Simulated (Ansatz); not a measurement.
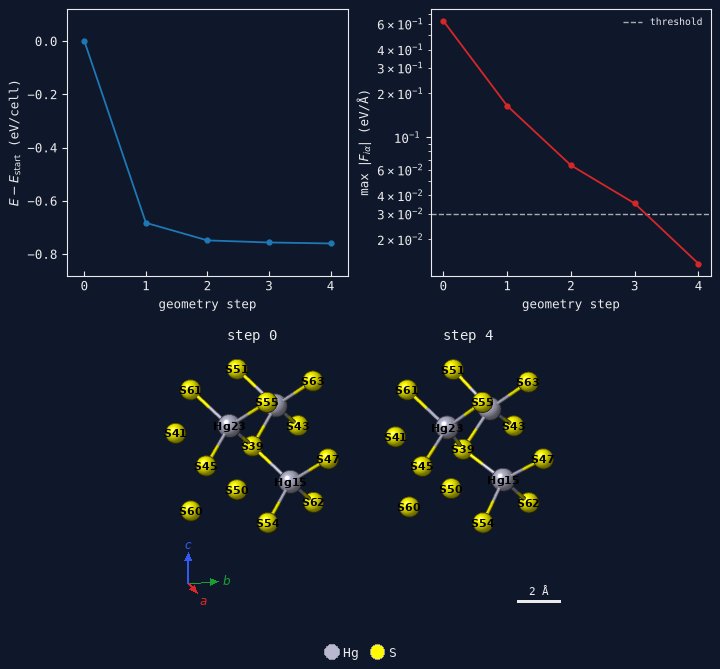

First and last geometry of a relaxation of a defect cell of composition Hg₃₁S₃₂ (cell charge −2), with the history of the run. Style: ball-and-stick. Shown: the atoms within 4.2 Å of the atom that moves most (axes of the cell of the calculation (origin shifted)), slightly off an axis.

All numbers below come from Ansatz 0.2.0, DFT, PBEsol, PAW, plane waves. Set-up: plane-wave cutoff 420 eV; k-point mesh 1 × 1 × 1; mesh shifted by (0.25, 0.25, 0.25); no spin polarisation; atoms relaxed in a fixed cell; force threshold 0.03 eV/Å; at most 80 steps.

Q: Read the history and describe the run.

A: It converged. After 4 geometry steps the energy has fallen by 0.760 eV per cell of the calculation. Largest force component: 0.63 eV/Å at the start, 0.014 eV/Å at the end. An S atom moves most: 0.35 Å along [−1 −1 −1]. Largest moves by element: S 0.35 Å, Hg 0.21 Å. The cell stays as it was. Among the contacts that change: Hg–S 2.528 → 2.602 Å, Hg–S 2.550 → 2.490 Å, Hg–S 2.559 → 2.607 Å, Hg–S 2.516 → 2.558 Å. Bond angles that change, for instance: S–Hg–S 109.6° → 121.0°, S–Hg–S 111.2° → 121.1°, Hg–S–Hg 108.7° → 100.5°. Cost: 5.3 s on 1 × NVIDIA GB200 with 8 threads of Arm Neoverse-V2, peak memory 2 GiB.

```csv
step,"E − E(0), meV/atom","largest force component, eV/Å"
0,0.00,0.6286
1,-10.83,0.1646
2,-11.88,0.0643
3,-12.00,0.0352
4,-12.06,0.0136
```

Limits of the set-up: the cell is charged, on a uniform background, and energies carry no finite-size correction.
